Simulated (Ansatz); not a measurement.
System: Be, space group Fm-3m (No. 225) (one of a set of cubic test structures, which need not be the stable phase).

Calculation (Ansatz 0.2.0 development build): equation of state of a cubic crystal from periodic Kohn-Sham density functional theory without spin, third-order Birch-Murnaghan fit to the free energies; pressure corrected for the finite basis. Level: r2SCAN.

```
                setting                   value
         structure type                     fcc
          atoms in cell                       1
     space group number                     225
       lattice centring  face-centred primitive
                 k mesh                18×18×18
      occupation method             Fermi–Dirac
       occupation width                  0.1 eV
            wave cutoff                  500 eV
               datasets              soft-1 PAW
      density tolerance                1e-07 eV
                  bands                       5
   density cutoff ratio                       4
search for lower states                 default
```

Predict the energy above the lowest point and pressure against volume. The volume takes the values 7.2441, 7.4803, 7.7165, 7.9528, 8.1890 Å³/atom.

A third-order Birch–Murnaghan fit gives V0 = 7.89 Å³/atom, B0 = 121 GPa and B′ = 3.1. The energy above the lowest point is 22.4 meV/atom at volume 7.2441 Å³/atom and 3.8 meV/atom at 8.1890 Å³/atom; the lowest computed point is at volume 7.9528 Å³/atom (0.0 meV/atom). The pressure falls from 11.9 GPa at volume 7.2441 Å³/atom to −4.2 GPa at 8.1890 Å³/atom, and changes sign near 7.90 Å³/atom.

| volume (Å³/atom) | energy above the lowest point (meV/atom) | pressure (GPa) |
| --- | --- | --- |
| 7.2441 | 22.4 | 11.9 |
| 7.4803 | 8.6 | 7.0 |
| 7.7165 | 1.4 | 2.8 |
| 7.9528 | 0.0 | −0.9 |
| 8.1890 | 3.8 | −4.2 |

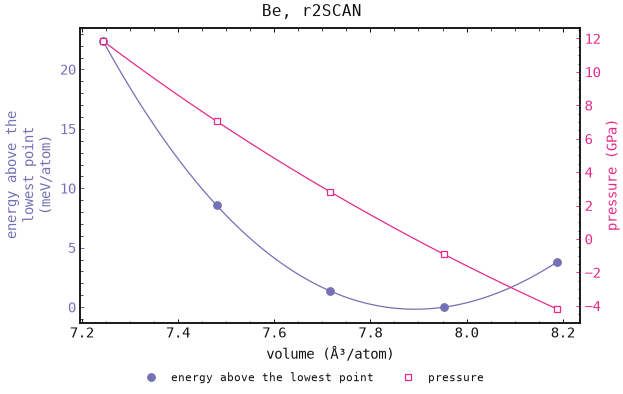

Note: cubic model structure, not the ambient form; modest k-mesh, values are not fully converged in k.
